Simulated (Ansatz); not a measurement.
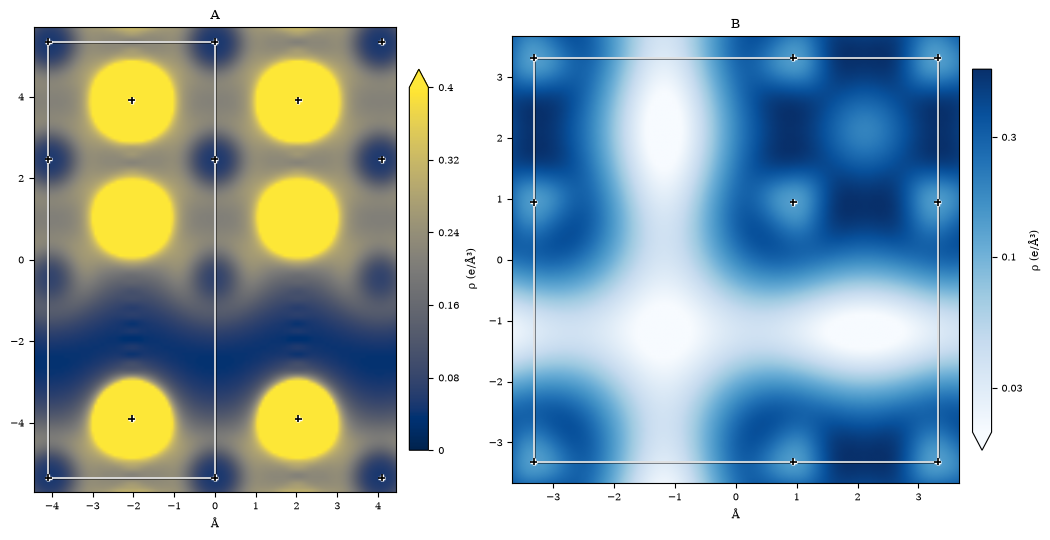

The valence charge density (pseudo) of 2 systems, each on a plane through atoms (crosses mark nuclei in the plane).

Method: Ansatz, DFT PBE, scalar-relativistic, plane waves, PAW.

System 1: Si, the (001) plane of the conventional cell. Space group I-42m; a structure from a database of computed crystals, not necessarily the ambient phase; changed on purpose from its base cell (mode 4 frozen in at -0.047 Å, equal normal strain along x, y and z -0.0083); computed pressure about 2 GPa in this cell; PAW files of the earlier set (soft_1).

```
Si
1.0
     6.63563    0.00000    0.00000
     0.00000    6.63563    0.00000
     0.00000    0.00000    3.82879
Si
8
Direct
  0.17861 0.17861 0.98788
  0.67861 0.67861 0.48788
  0.32139 0.32139 0.48788
  0.82139 0.82139 0.98788
  0.82139 0.17861 0.01212
  0.32139 0.67861 0.51212
  0.17861 0.82139 0.01212
  0.67861 0.32139 0.51212
```

System 2: AlNi, the (100) plane of the conventional cell. Space group Cm; not relaxed (largest force 0.9 eV/Å); computed pressure about −6 GPa in this cell; computed without spin polarisation; PAW files of the earlier set (soft_1).

```
Al Ni
1.0
     0.00000    2.89272    2.89272
     0.00000   -2.89272    2.89272
    10.67817   -0.48212   -0.48212
Al Ni
6 6
Cartesian
  6.5087 0.0000 2.8927
  6.5087 0.0000 0.0000
  0.7232 0.0000 2.8927
  0.7232 0.0000 0.0000
  3.6159 0.0000 2.8927
  3.6159 0.0000 0.0000
  7.9550 1.4464 1.4464
  7.9550 -1.4464 1.4464
  2.1696 1.4464 1.4464
  2.1696 -1.4464 1.4464
  5.0623 1.4464 1.4464
  5.0623 -1.4464 1.4464
```

### Match each panel to its system.

Panel A is system 2, AlNi: the plane holds Al and Ni. Al–Ni (2.51 Å): the density is about 0.3 e/Å³ at the midpoint. Panel B is system 1, Si: the plane holds Si.
